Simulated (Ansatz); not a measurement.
```
Ta
1.0
     2.11000   -2.11000    0.00000
     0.00000    2.11000   -2.11000
     8.72868    8.72868    8.72868
Ta
6
Direct
  0.66667 0.33333 0.59711
  0.33333 0.66667 0.40289
  0.00000 0.00000 0.75827
  0.66667 0.33333 0.08058
  0.33333 0.66667 0.91942
  0.00000 0.00000 0.24173
```

Space group P-3m1; not relaxed (largest force 1.3 eV/Å); computed pressure about −10 GPa in this cell.

Method: DFT PBEsol, scalar-relativistic, plane waves, PAW (Ansatz).

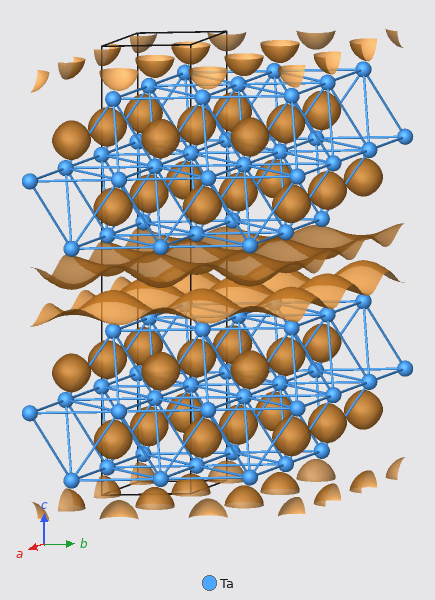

Ta. Isosurface of the valence electron density at 0.2 e/Å³ (orange), seen slightly off an axis. Sticks mark near contacts.

The density is the valence pseudo-density of a PAW calculation; it isn't the true density close to the nuclei.

Question: Which contacts does the surface bridge?

Answer: At this value the density is joined into sheets; it holds about 95 % of the electrons treated as valence (semicore included). It bridges the sampled Ta–Ta (2.98 Å) contacts, where the density stays above the isovalue. On the grid the lowest density along these lines, outside the cores, is 0.27 e/Å³ (Ta–Ta, 2.98 Å).

Question: Does the calculation make it a metal, or give it a gap?

Answer: It is metallic or semimetallic at this level of theory: no gap opens.
